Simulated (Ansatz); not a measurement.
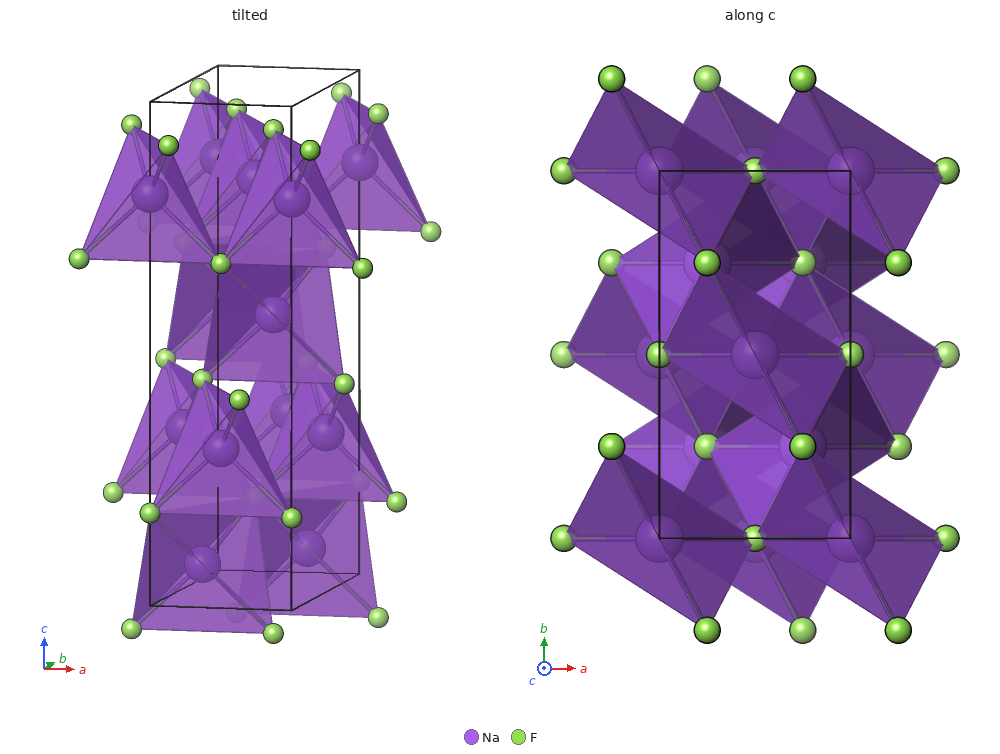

We look at a polyhedral model of the crystal slightly off an axis and along the c axis. The frame is the conventional unit cell; atoms at its boundary are shown with their periodic copies. A few atoms beyond the faces are included.

NaF, space group Fdd2 (No. 43), a = 3.300 Å, b = 6.349 Å, c = 11.485 Å, α = 90.00°, β = 90.00°, γ = 90.00°. The structure was taken from a structure type filled with these elements by a generator (whether the compound takes this form wasn't checked). Earlier steps of the study may have refined or changed the cell and positions. Ansatz was used for an electronic-structure calculation on it.

This one geometry was computed with Ansatz (DFT, plane waves, PAW) at four levels of theory: r2SCAN, LDA, HSE06 and PBE.

> Which level gives the highest pressure at this volume, and what does that say about its equilibrium volume?

Highest: PBE (0.0 GPa), which points to the largest equilibrium volume. Lowest, with the smallest volume: LDA (-4.5 GPa). Levels within 0.5 GPa of each other can't be told apart.

> How does the band gap change with the level of theory?

LDA: a gap of 5.08 eV, direct; PBE: a gap of 5.38 eV, direct; r2SCAN: a gap of 6.12 eV, direct; HSE06: a gap of 7.44 eV, direct.

> Collect the results in a table.

| level | cutoff (eV) | k-mesh of the run's cell | gap (eV) | pressure (GPa) |
| --- | --- | --- | --- | --- |
| r2SCAN | 500 | 8×8×8 | 6.12 | -2.3 |
| LDA | 420 | 8×8×8 | 5.08 | -4.5 |
| HSE06 | 420 | 6×6×6 | 7.44 | -1.3 |
| PBE | 420 | 8×8×8 | 5.38 | 0.0 |

Gaps are taken on the k-mesh or band path of each run.
